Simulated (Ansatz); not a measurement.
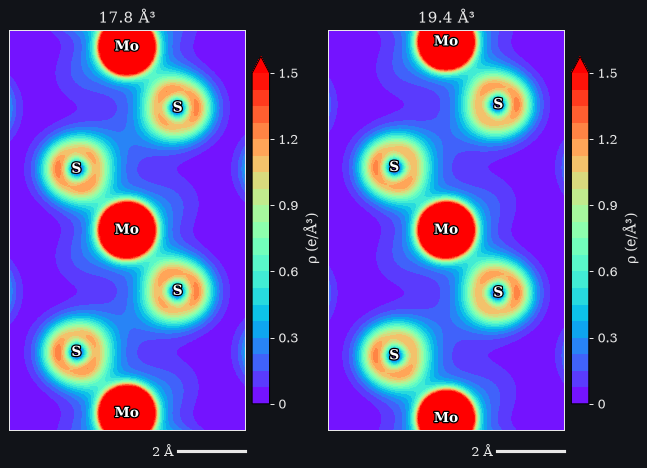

MoS2. The valence electron density of cells scaled evenly to different volumes (given per atom above each panel), on the (110) plane of each (indices in the axes of the cell below), at one length scale and on one colour scale.

A structure from a database of computed crystals, not necessarily the ambient phase.

All numbers below come from Kohn-Sham DFT of a periodic cell, RPBE, Ansatz PAW (Ansatz 0.2.0).

In a PAW calculation such maps are meaningful between the atoms, not at the nuclei.

The largest cell:

```
CELL_PARAMETERS angstrom
3.24884 0.00000 0.00000
-1.62442 2.81358 0.00000
0.00000 0.00000 6.35428
ATOMIC_POSITIONS crystal
Mo 0.00000 0.00000 0.50000
S 0.66667 0.33333 0.74468
S 0.33333 0.66667 0.25532
```

| volume (Å³/atom) | Mo–S contact in the plane (Å) | ρ at its midpoint (e/Å³) | pressure (GPa) | 
| --- | --- | --- | --- |
| 17.84 | 2.371 | 0.611 | 13.3 | 
| 18.22 | 2.388 | ? | ? | 
| 19.36 | 2.436 | 0.546 | 1.0 | 

### Estimate the missing row, and compare with the calculation.

Over the known rows ln ρ falls by 1.73 per Å of Mo–S distance (the line through the two), which gives 0.593 e/Å³ at 2.388 Å; the calculation gives 0.593 e/Å³. For the pressure, a straight line in volume between the neighbouring rows gives 10.2 GPa; the calculation gives 9.7, lower because pressure rises ever faster on compression.
